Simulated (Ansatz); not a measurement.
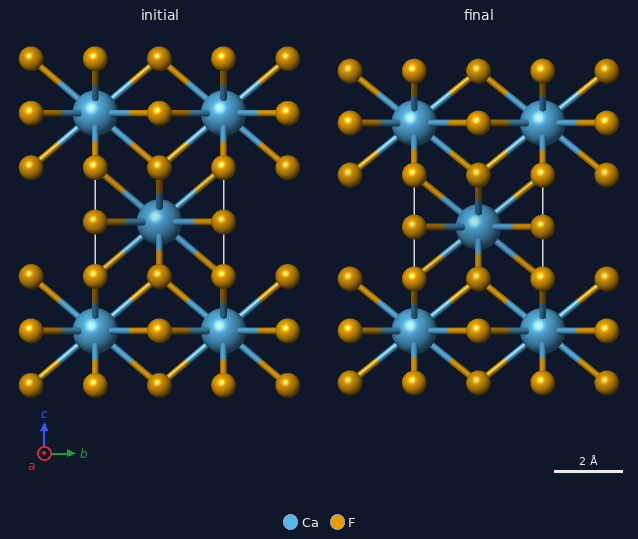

The structure of crystalline CaF3 (set up in I4/mmm) before (left) and after (right) a relaxation, at one scale.

The picture is a ball-and-stick view of the conventional cell (2 times the calculation's cell), seen along the a axis. Lengths and directions refer to the drawn axes.

Case: no spin polarisation.

These are results of DFT PBEsol, scalar-relativistic, plane waves, PAW (Ansatz 0.2.0), not measurements.

The input:
```yaml
crystal:
  lattice:
    - [-1.899407, 1.899407, 3.222683]
    - [1.899407, -1.899407, 3.222683]
    - [1.899407, 1.899407, -3.222683]
  atoms:
    - { symbol: Ca, position: [0.0, 0.0, 0.0] }
    - { symbol: F, position: [0.75, 0.25, 0.5] }
    - { symbol: F, position: [0.25, 0.75, 0.5] }
    - { symbol: F, position: [0.5, 0.5, 0.0] }
basis:
  ecutwfc: 420
kpoints:
  mp_grid: { grid: [16, 16, 16] }
hamiltonian:
  xc: pbesol
scf:
  occupations: { method: gaussian, width: 0.1 }
  lower_state_search: "off"
output:
  forces: true
  stress: true
  eigenvalues: true
relax:
  adjacent_minimum: "off"
  f_tol: 0.01
  max_steps: 60
  cell: { stress_tol: 0.05 }
```

Command:
```bash
ansatz run input.yaml --threads 1 --pin off --max-ram 2560MiB --backend cpu --events-out ev --progress --plain --runs-dir out
```

What changed between the two?

Answer. Over 5 accepted moves (8 points after the start) the energy falls by 29.2 meV per cell of the calculation. All forces vanish by symmetry, so only the cell relaxes. The pressure goes from −3.60 to 0.00 GPa. At 3 points the geometry stayed and the basis and grid were re-selected for the new cell (energy shift of 7.0 meV per cell of the calculation at most each time). No atom moves by more than 0.005 Å relative to the cell. The drawn cell changes as follows: a = b 3.799 → 3.802 Å (+0.1 %), c 6.445 → 6.154 Å (−4.5 %); the volume changes by −4.4 %. Among the contacts that change: Ca1–F2 2.491 → 2.445 Å. Among the angles between lasting bonds that change: Ca1–F2–Ca1 99.4° → 102.0°. The space group stays I4/mmm (No. 139).

Limits of the set-up: an odd number of electrons was run without spin polarisation, which fails if the electron would localise.
